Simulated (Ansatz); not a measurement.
**Geometry relaxation, with input and output: RbBr**

System: RbBr (2 atoms in the cell).
Method: DFT PBE, scalar-relativistic, plane waves, PAW, no spin polarisation (Ansatz 0.2.0).

The structure derives from a Materials Project entry. Figures and captions count atoms from 1; the log counts them from 0 in places.

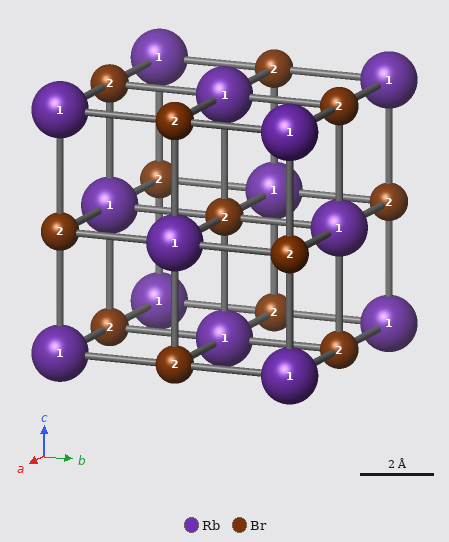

**Figure 1.** The input geometry (ball-and-stick view of the cell 4 times as large as that of the calculation, set on its symmetry axes, seen slightly off an axis; atoms are numbered from 1 in the order of the input).

The input
```yaml
crystal:
  lattice:
    - [0.0, 3.4559503595, 3.4559503595]
    - [3.4559503595, 0.0, 3.4559503595]
    - [3.4559503595, 3.4559503595, 0.0]
  atoms:
    - { symbol: Rb, position: [0.0, 0.0, 0.0] }
    - { symbol: Br, position: [0.5, 0.5, 0.5] }
basis:
  ecutwfc: 420
kpoints:
  mp_grid: { grid: [6, 6, 6] }
hamiltonian:
  xc: pbe
scf:
  occupations: { method: gaussian, width: 0.02 }
output:
  forces: true
  stress: true
  eigenvalues: true
  write_density: true
  write_potential: true
  elf: true
  volumetric_format: npy
relax:
  adjacent_minimum: "off"
  f_tol: 0.005
  max_steps: 80
  cell: { stress_tol: 0.05 }
```

Run as:
```bash
ansatz run input.yaml --threads 4 --pin off --max-ram 6144MiB --backend cpu --events-out ev --progress --plain --runs-dir out
```

The program's output
```
Engine: ansatz 0.2.0, aarch64-unknown-linux-gnu
Pseudopotentials: kind: paw
Pseudopotential: Rb, paw, valence charge 9, recommended cutoff 420 eV (normal), Rb.paw.azcp
Pseudopotential: Br, paw, valence charge 7, recommended cutoff 420 eV (normal), Br.paw.azcp
Functional definition: PBE
  parameter kappa = 0.804
  parameter beta = 0.06672455060314922
  exchange = pbe_x(kappa = kappa, mu = beta*pi^2/3)
  correlation = pbe_c(beta = beta)
Crystal: 2 atoms, lattice volume = 82.553 Å³
Basis set: ecut = 420 eV, 1639 PW (Γ), exchange–correlation on 72×72×72 points (8 copies of the dense FFT grid, shifted against one another)
Bands: 12, of which v1, the nominal top of the filled ones, is band 8 counted from 1 (7 counted from 0)
Symmetry: 48 space group operations
Space group: Fm-3m (ITA 225), of the structure as read, at distance tolerance 4.4e-5 Å
k-points: 16 of 216
Non-local potential: Rb, projectors of the file, l = 0: 3, l = 1: 2, l = 2: 2
Non-local potential: Br, projectors of the file, l = 0: 2, l = 1: 2, l = 2: 2
PAW form: soft (Blöchl's): semilocal exchange-correlation on the pseudo side does not see the compensation charge
PAW one-centre angular grid: Rb, 110 points (default); XC on 64 Gauss nodes
PAW one-centre angular grid: Br, 110 points (default); XC on 64 Gauss nodes
Initial density: superposition of atomic densities (neutral atoms: chi_scale 0, normalization atom), corrected by the library's trained network
Initial wavefunctions: pseudopotential atomic-orbital guess
Functional: x = pbe(κ = 0.804, μ = 0.2195149727645171), c = pbe(β = 0.06672455060314922)
SCF iter   1: F=—  HF=-6054.063374 eV  |F-HF|=—  |Δ(HF+E_count)|=         —  Δρ=2.33e-4  dr2=8.13e-5  ethr=1.77e-3  ⟨swp⟩=8.2  Hψ=1395  notcnv=0
preconditioner: auto → none  [insulator: Δε(μ)=4.294 eV  Ē_g=13.296 eV  σ=0.020 eV  W_gap=1.00  n_scr=14 (ndim 8)  ℏωp=15.3 eV  f_vac=0.084  D(μ)=0.00/eV (n_scr^D=0)  ε∞_Penn≈2.3]
SCF iter   2: F=—  HF=-6054.063572 eV  |F-HF|=—  |Δ(HF+E_count)|=   1.99e-4  Δρ=7.71e-5  dr2=4.14e-6  ethr=5.08e-7  ⟨swp⟩=3.4  Hψ=615  notcnv=0
SCF iter   3: F=—  HF=-6054.063591 eV  |F-HF|=—  |Δ(HF+E_count)|=   1.87e-5  Δρ=2.86e-5  dr2=3.25e-7  ethr=2.59e-8  ⟨swp⟩=2.4  Hψ=301  notcnv=0
iter 4 did not close the SCF: its close was put off for the readings that it lacked (scf_convergence_deferred on its scf_iter line)
SCF iter   4: F=-6054.063594 eV  HF=-6054.063594 eV  |F-HF|=5.42e-8  |Δ(HF+E_count)|=   3.34e-6  Δρ=6.24e-6  dr2=5.69e-8  ethr=2.03e-9  ⟨swp⟩=2.0  Hψ=304  notcnv=0
iter 5 did not close the SCF: its close was put off for the readings that it lacked (scf_convergence_deferred on its scf_iter line)
SCF iter   5: F=-6054.063594 eV  HF=-6054.063594 eV  |F-HF|=4.48e-9  |Δ(HF+E_count)|=   7.54e-8  Δρ=8.46e-7  dr2=3.27e-10  ethr=3.56e-10  ⟨swp⟩=2.0  Hψ=304  notcnv=0
SCF iter   6: F=-6054.063594 eV  HF=-6054.063594 eV  |F-HF|=6.37e-12  |Δ(HF+E_count)|=   5.21e-9  Δρ=9.14e-8  dr2=4.46e-12  ethr=2.04e-12  ⟨swp⟩=5.9  Hψ=1108  notcnv=0
SCF 1 converged in 6 iterations: F = -6054.063594 eV  dr2 = 4.46e-12
  greatest PAW one-centre occupation: 0.973 electrons in one spin orbital (limit 2), on the Rb atom at site 0 (counted from 0), in its partial waves of l = 0
relax step   1: F+E_penalty+E_count = -6054.06359445 eV  Δ(F+E_penalty+E_count) = +0.000e0 eV  max|allowed force component| = 8.579e-30 eV/Å  Δτ_max = 0.0000 Å  P = +0.606 GPa  Ω = 82.553 Å³  (6 SCF iters, accepted)
Crystal: 2 atoms, lattice volume = 84.162 Å³
Initial density: handed on by an earlier stage of this run
Initial wavefunctions: those handed on with the density
iter 1 solved again at ethr=1.54e-6 eV; its pass at ethr=3.10e-3 eV (dr2=2.46e-4 eV) is discarded
SCF iter   1: F=—  HF=-6054.068321 eV  |F-HF|=—  |Δ(HF+E_count)|=         —  Δρ=3.34e-4  dr2=2.71e-4  ethr=1.54e-6  ⟨swp⟩=2.9  Hψ=1594  notcnv=0
preconditioner: auto → none  [insulator: Δε(μ)=4.274 eV  Ē_g=13.262 eV  σ=0.020 eV  W_gap=1.00  n_scr=14 (ndim 8)  ℏωp=15.1 eV  f_vac=0.089  D(μ)=0.00/eV (n_scr^D=0)  ε∞_Penn≈2.3]
SCF iter   2: F=—  HF=-6054.068230 eV  |F-HF|=—  |Δ(HF+E_count)|=   9.09e-5  Δρ=1.67e-4  dr2=2.60e-5  ethr=1.54e-6  ⟨swp⟩=2.2  Hψ=281  notcnv=0
SCF iter   3: F=—  HF=-6054.068238 eV  |F-HF|=—  |Δ(HF+E_count)|=   7.39e-6  Δρ=6.98e-5  dr2=4.40e-6  ethr=1.62e-7  ⟨swp⟩=2.4  Hψ=286  notcnv=0
SCF iter   4: F=-6054.068241 eV  HF=-6054.068241 eV  |F-HF|=1.01e-7  |Δ(HF+E_count)|=   3.11e-6  Δρ=8.32e-6  dr2=9.93e-8  ethr=1.25e-9  ⟨swp⟩=9.1  Hψ=1652  notcnv=0
SCF 2 converged in 4 iterations: F = -6054.068241 eV  dr2 = 9.93e-8
relax step   2: F+E_penalty+E_count = -6054.06824089 eV  Δ(F+E_penalty+E_count) = -4.646e-3 eV  max|allowed force component| = 7.050e-30 eV/Å  Δτ_max = 0.0000 Å  P = +0.334 GPa  Ω = 84.162 Å³  energy of the carried Pulay correction = -4.427e-5 eV  (4 SCF iters, dr2 threshold 2.00e-7 eV, accepted)
Crystal: 2 atoms, lattice volume = 86.224 Å³
Basis set: ecut = 420 eV, 1687 PW (Γ), exchange–correlation on 72×72×72 points (8 copies of the dense FFT grid, shifted against one another)
iter 1 solved again at ethr=2.38e-6 eV; its pass at ethr=3.10e-3 eV (dr2=3.81e-4 eV) is discarded
SCF iter   1: F=—  HF=-6054.070594 eV  |F-HF|=—  |Δ(HF+E_count)|=         —  Δρ=4.22e-4  dr2=4.48e-4  ethr=2.38e-6  ⟨swp⟩=2.6  Hψ=1612  notcnv=0
preconditioner: auto → none  [insulator: Δε(μ)=4.222 eV  Ē_g=13.214 eV  σ=0.020 eV  W_gap=1.00  n_scr=14 (ndim 8)  ℏωp=15.0 eV  f_vac=0.093  D(μ)=0.00/eV (n_scr^D=0)  ε∞_Penn≈2.3]
SCF iter   2: F=—  HF=-6054.070446 eV  |F-HF|=—  |Δ(HF+E_count)|=   1.49e-4  Δρ=2.12e-4  dr2=4.37e-5  ethr=2.38e-6  ⟨swp⟩=2.2  Hψ=286  notcnv=0
SCF iter   3: F=—  HF=-6054.070453 eV  |F-HF|=—  |Δ(HF+E_count)|=   7.36e-6  Δρ=8.85e-5  dr2=7.42e-6  ethr=2.73e-7  ⟨swp⟩=2.2  Hψ=277  notcnv=0
SCF iter   4: F=-6054.070458 eV  HF=-6054.070458 eV  |F-HF|=1.74e-7  |Δ(HF+E_count)|=   5.43e-6  Δρ=1.05e-5  dr2=1.60e-7  ethr=1.25e-9  ⟨swp⟩=9.8  Hψ=1684  notcnv=0
SCF 3 converged in 4 iterations: F = -6054.070458 eV  dr2 = 1.60e-7
relax step   3: F+E_penalty+E_count = -6054.07045849 eV  Δ(F+E_penalty+E_count) = -2.218e-3 eV  max|allowed force component| = 6.114e-30 eV/Å  Δτ_max = 0.0000 Å  P = +0.027 GPa  Ω = 86.224 Å³  energy of the carried Pulay correction = -9.978e-5 eV  (4 SCF iters, dr2 threshold 2.00e-7 eV, accepted)
Initial wavefunctions: pseudopotential atomic-orbital guess (no wavefunctions were taken with the density)
iter 1 solved again at ethr=3.01e-6 eV; its pass at ethr=3.10e-3 eV (dr2=4.81e-4 eV) is discarded
SCF iter   1: F=—  HF=-6054.070541 eV  |F-HF|=—  |Δ(HF+E_count)|=         —  Δρ=1.76e-5  dr2=2.01e-7  ethr=3.01e-6  ⟨swp⟩=3.4  Hψ=1902  notcnv=0
eigensolver tolerance schedule: the retry pair's looser diagonalisation over-reported the residual by 2395.14 of it (diagonalisation noise at an unbounded share of the residual, at the tolerance the schedule requests for it); recorded, not acted on — ethr = c·dr2/N_el stays at c = 1.0e-1
preconditioner: auto → none  [insulator: Δε(μ)=4.196 eV  Ē_g=13.208 eV  σ=0.020 eV  W_gap=1.00  n_scr=14 (ndim 8)  ℏωp=15.0 eV  f_vac=0.092  D(μ)=0.00/eV (n_scr^D=0)  ε∞_Penn≈2.3]
SCF iter   2: F=—  HF=-6054.070547 eV  |F-HF|=—  |Δ(HF+E_count)|=   5.66e-6  Δρ=9.09e-6  dr2=3.12e-8  ethr=1.25e-9  ⟨swp⟩=3.3  Hψ=429  notcnv=0
SCF iter   3: F=—  HF=-6054.070547 eV  |F-HF|=—  |Δ(HF+E_count)|=   1.30e-7  Δρ=3.44e-6  dr2=6.45e-9  ethr=1.95e-10  ⟨swp⟩=2.3  Hψ=268  notcnv=0
SCF iter   4: F=—  HF=-6054.070547 eV  |F-HF|=—  |Δ(HF+E_count)|=   2.72e-8  Δρ=5.08e-7  dr2=1.20e-10  ethr=4.03e-11  ⟨swp⟩=2.0  Hψ=304  notcnv=0
SCF iter   5: F=-6054.070547 eV  HF=-6054.070547 eV  |F-HF|=3.37e-11  |Δ(HF+E_count)|=  4.91e-11  Δρ=1.95e-7  dr2=1.45e-11  ethr=1.00e-12  ⟨swp⟩=7.2  Hψ=992  notcnv=0
SCF 4 converged in 5 iterations: F = -6054.070547 eV  dr2 = 1.45e-11
relax step   4: F+E_penalty+E_count = -6054.07054681 eV  Δ(F+E_penalty+E_count) = -8.832e-5 eV  max|allowed force component| = 3.829e-30 eV/Å  Δτ_max = 0.0000 Å  P = +0.025 GPa  Ω = 86.224 Å³  stress off target by 2.55e-2 GPa  SCF on the basis re-selected at this cell (its energy is not comparable with the rows above)  (5 SCF iters)
```

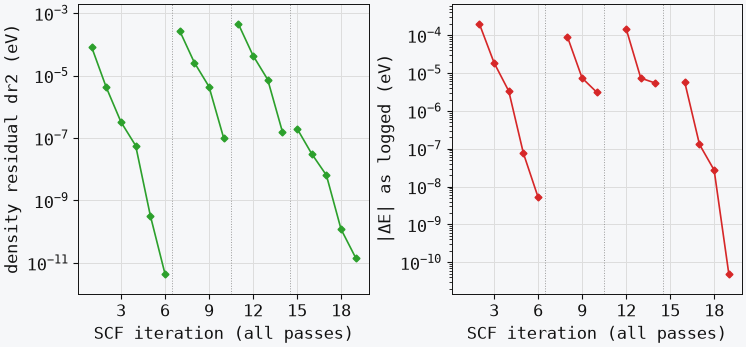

**Figure 2.** Convergence of the self-consistent field: density residual dr2 and size of the energy change against the SCF iteration. The dotted lines part the SCF passes of the relaxation: geometry steps, rejected trials and re-solves on a re-selected basis. The passes take 6, 4, 4 and 5 iterations.

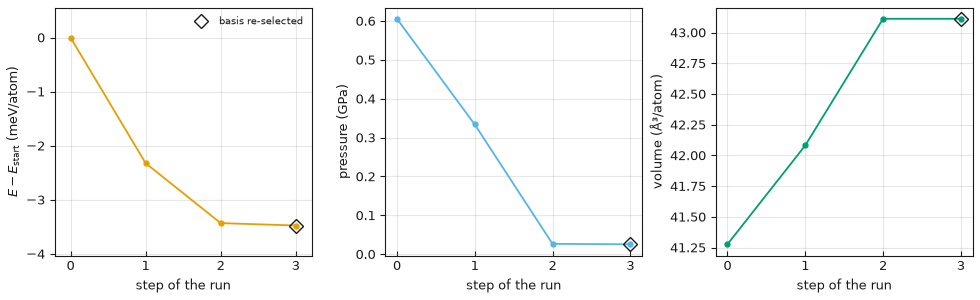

**Figure 3.** Progress of the relaxation, step by step (the first geometry is step 0 here and step 1 in the log).

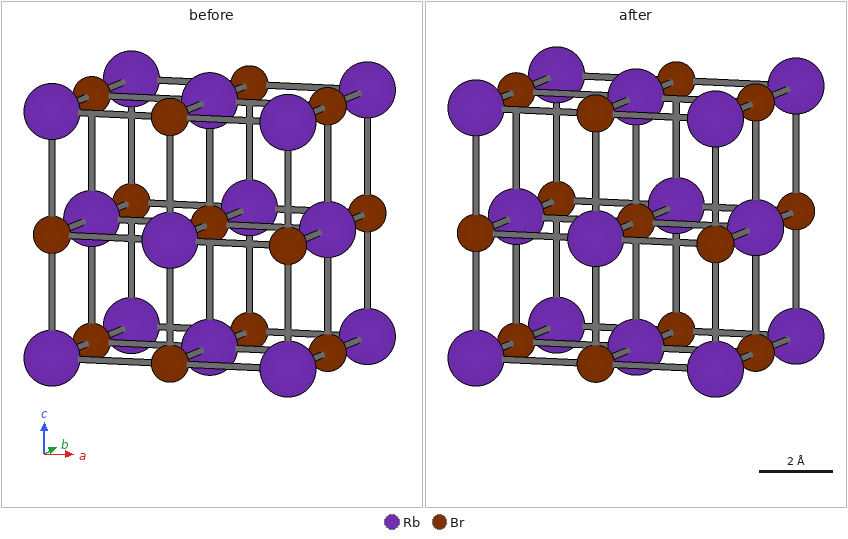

**Figure 4.** Before (left) and after (right) the relaxation, at one scale (ball-and-stick view of the cell 4 times as large as that of the calculation, set on its symmetry axes, seen at an oblique angle). The atoms keep their places relative to the cell (all moves are under 0.005 Å). The volume changes by +4.4 %, with a = b = c 6.912 → 7.013 Å (+1.5 %). Among the contacts that change: Rb1–Br2 3.456 → 3.506 Å. The space group stays Fm-3m (No. 225). Over 2 geometry steps the energy falls by 3.4 meV per atom. All forces vanish by symmetry, so only the cell relaxes. The pressure goes from 0.61 to 0.03 GPa. A last SCF at the same geometry on a re-selected plane-wave basis shifts the energy by next to nothing (0.0 meV per atom). (Atoms are counted from 1 in the order of the input.)

```
basis re-selected at this cell: Δ(F+E_penalty+E_count) = -8.832e-5 eV, ΔP = -0.001 GPa vs the last step (what re-selecting the basis moved, of the pressure what is left beyond the Pulay correction that the steps carried, after the strain that the cell walked since its last selection, with what the two solves' SCF thresholds leave and, on support functions, any second-order correction that the steps lacked; it is no measure of the basis error at this ecutwfc). This SCF's stress stands 2.55e-2 GPa from its target on what of the cell is left free (relax.cell.stress_tol is 5.00e-2 GPa) and its largest allowed force component is 3.83e-30 eV/Å (relax.f_tol is 5.00e-3 eV/Å): within both
SCF converged after 5 iterations
Free energy (F): -6054.070547 eV
Harris-Foulkes:  -6054.070547 eV  (|F-HF|=3.37e-11)
Internal energy: -6054.070547 eV  (E = F + TS)
E sigma→0 (E₀):  -6054.070547 eV
Fermi energy:    2.873661 eV
--- Per-component energies (eV) ---
  E_band       = -115.002699
  E_kinetic    = 326.613666
  E_local      = -826.193680  (includes V_loc(G=0)·N_el)
  E_nonlocal   = 243.234688
  E_hartree    = 215.714318
  E_xc         = -395.996470
  E_vxc        = -241.593891  (∫ρ·V_xc dr)
  E_paw        = -4864.554599  (= ΣΔE_a)
  E_vpaw       = -48.492138  (= ΣTr[D̂ρ^β])
  E_aug_tail   = -0.000001  (compensation charges beyond the density's cutoff)
  E_ewald      = -752.888470
  E_smearing   = -0.000000  (= −TS)
  E_closure    = -0.000000  (closes the sum)
  Σ components = -6054.070547   (vs F -6054.070547, Δ=0.00e0)
--- Forces (eV/Å), atoms counted from 1 ---
  atom   1  Rb    -0.00000000    -0.00000000     0.00000000
  atom   2  Br     0.00000000    -0.00000000     0.00000000
  max |Σ_I F_I| component: 7.07e-30 eV/Å
--- Stress (GPa, compression-positive) ---
        0.025477      -0.000000      -0.000000
       -0.000000       0.025477      -0.000000
       -0.000000      -0.000000       0.025477
  P = ⅓ Tr σ = 0.0255 GPa (0.255 kbar)
--- Band table (eV; the first three rows and the last of 16) ---
  k-point 0: bands = ["-23.7905", "-11.3399", "-7.8584", "-7.8584", "-7.8584", "0.7759", "0.7759", "0.7759", "4.9714", "8.0314", "8.0314", "8.0314"]
  k-point 1: bands = ["-23.7888", "-11.3471", "-7.8602", "-7.8602", "-7.8506", "0.5084", "0.6973", "0.6973", "5.5664", "7.8874", "8.3370", "8.3370"]
  k-point 2: bands = ["-23.7856", "-11.3614", "-7.8636", "-7.8636", "-7.8353", "0.0807", "0.5490", "0.5490", "6.7847", "7.9531", "9.1853", "9.1853"]
  k-point 15: bands = ["-23.7821", "-11.3104", "-7.9755", "-7.9339", "-7.8636", "0.3806", "0.4147", "0.5271", "7.0834", "8.3532", "8.5881", "9.4455"]
--- Relaxed structure (3 steps of the walk, 3 accepted, 1 SCFs on fresh bases) ---
  F+E_penalty+E_count = -6054.07054681 eV   max|allowed force component| = 3.829e-30 eV/Å   (the final SCF, on the basis selected at the relaxed cell)
  cell:  # Å, volume = 86.2237 Å³
    - [-1.2356277179771807e-33, 3.506433418387313, 3.506433418387313]
    - [3.506433418387313, -2.802454618092575e-34, 3.506433418387313]
    - [3.506433418387313, 3.506433418387313, 1.2738430082238982e-35]
  atoms:
    - { symbol: Rb, position: [-6.09524344257332e-36, 5.5147440670442144e-36, 5.514744067096483e-36] }
    - { symbol: Br, position: [0.5, 0.5, 0.5] }
```

Trajectory as extended XYZ (Å, eV, eV/Å), 4 frames, from step=1 to step=4
```
2
Lattice="0.0000 3.4560 3.4560 3.4560 0.0000 3.4560 3.4560 3.4560 0.0000" Properties=species:S:1:pos:R:3:forces:R:3 step=1 energy=-6054.06359 pressure_GPa=0.61
Rb    0.0000    0.0000    0.0000    0.0000   0.0000   0.0000
Br    3.4560    3.4560    3.4560    0.0000   0.0000   0.0000
2
Lattice="0.0000 3.4783 3.4783 3.4783 0.0000 3.4783 3.4783 3.4783 0.0000" Properties=species:S:1:pos:R:3:forces:R:3 step=2 energy=-6054.06824 pressure_GPa=0.33
Rb    0.0000    0.0000    0.0000    0.0000   0.0000   0.0000
Br    3.4783    3.4783    3.4783    0.0000   0.0000   0.0000
2
Lattice="0.0000 3.5064 3.5064 3.5064 0.0000 3.5064 3.5064 3.5064 0.0000" Properties=species:S:1:pos:R:3:forces:R:3 step=3 energy=-6054.07046 pressure_GPa=0.03
Rb    0.0000    0.0000    0.0000    0.0000   0.0000   0.0000
Br    3.5064    3.5064    3.5064    0.0000   0.0000   0.0000
2
Lattice="0.0000 3.5064 3.5064 3.5064 0.0000 3.5064 3.5064 3.5064 0.0000" Properties=species:S:1:pos:R:3:forces:R:3 step=4 energy=-6054.07055 pressure_GPa=0.03
Rb    0.0000    0.0000    0.0000    0.0000   0.0000   0.0000
Br    3.5064    3.5064    3.5064    0.0000   0.0000   0.0000
```

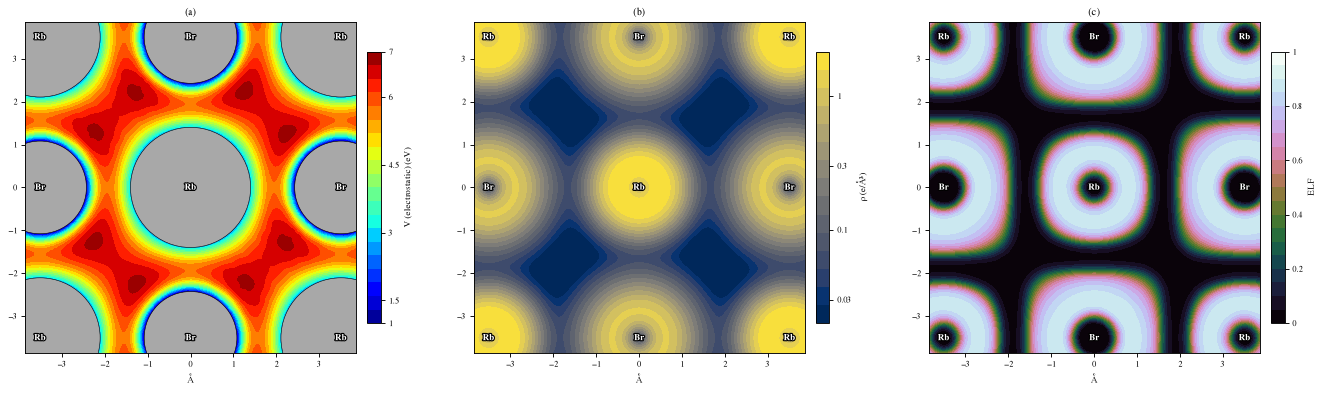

**Figure 5.** (a) electrostatic potential (local pseudopotential plus Hartree) felt by an electron; (b) valence charge density (pseudo); (c) ELF on the (001) plane of the conventional cell. Grey discs, where drawn, cover atomic cores. The plane passes through Rb and Br nuclei. Rb–Br (3.51 Å): ρ at the midpoint is about 0.07 e/Å³; the ELF is about 0.05 at the midpoint, which marks two separate closed shells. Away from the nuclei the density in this plane falls to 0.01 e/Å³ at its lowest. The strong features right at Rb lie inside the PAW spheres (semicore, d or f shells) and say nothing about bonding. Outside the cores the potential energy rises away from the atoms and is highest about 1.9 Å from the nearest atoms; outside the discs it spans about 6 eV, and its zero is arbitrary. Core electrons are frozen (PAW), so the fields are smoothed inside the atomic spheres.

Results in brief

| quantity | value |
| --- | --- |
| outcome | converged |
| space group (tolerance 0.01 Å) | Fm-3m (225) |
| electrons treated | 16 |
| free energy | −6054.0705 eV |
| Fermi energy | 2.874 eV |
| gap on the k-point mesh | 4.20 eV |
| pressure | 0.03 GPa |
| final volume | 86.22 Å³ |
| largest force (length of the vector) at the end | under 0.001 eV/Å |
| final cell | a = 4.959 Å, b = 4.959 Å, c = 4.959 Å, α = 60.00°, β = 60.00°, γ = 60.00° |
| hardware | 4 threads of Arm Neoverse V2, 24 GiB of memory available, shared host |
| wall time | 1.5 s (CPU time 4.9 s) |
| peak memory | 0.33 GiB |
